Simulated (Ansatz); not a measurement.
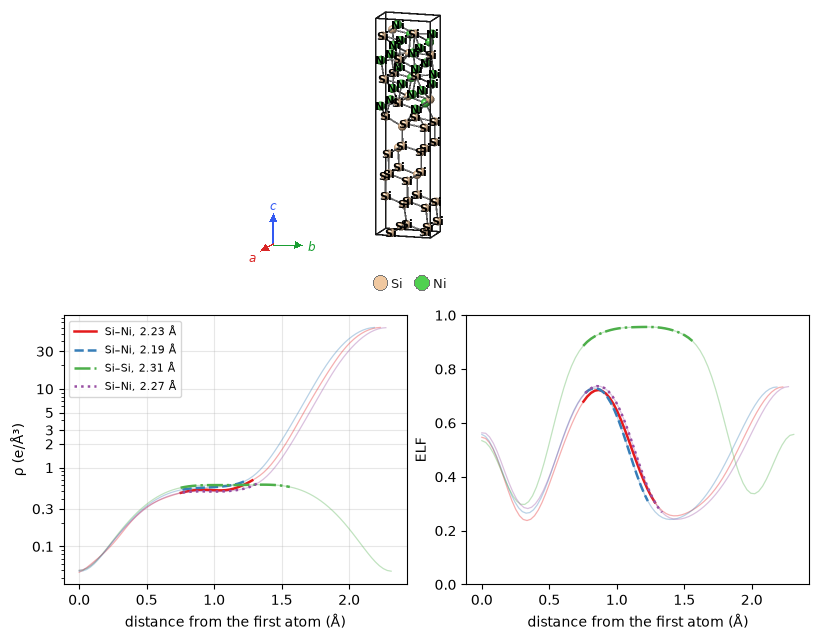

The picture shows: Si7Ni4 (interface cell). Valence pseudo-density and ELF along straight lines between neighbouring atoms. Thin, pale parts lie inside the atomic spheres. The structure is drawn too.

Computed without spin polarisation.

Method: DFT PBE, scalar-relativistic, plane waves, PAW (Ansatz).

In a PAW calculation such maps are meaningful between the atoms, not at the nuclei.

Question: Compare the contacts.

Answer: Si–Ni (2.23 Å): ρ is about 0.53 e/Å³ halfway; the ELF peaks at about 0.70 between the atoms.
Si–Ni (2.19 Å): the density is about 0.59 e/Å³ at the midpoint; the ELF peaks at about 0.75 in the valence shell of Si, 0.8 Å from its nucleus, and is about 0.50 at the midpoint.
Si–Si (2.31 Å): ρ at the midpoint is about 0.6 e/Å³; the ELF peaks at about 0.95 between the atoms.
Si–Ni (2.27 Å): ρ is about 0.51 e/Å³ halfway; the ELF peaks at about 0.75 in the valence shell of Si, 0.9 Å from its nucleus, and is about 0.50 at the midpoint.
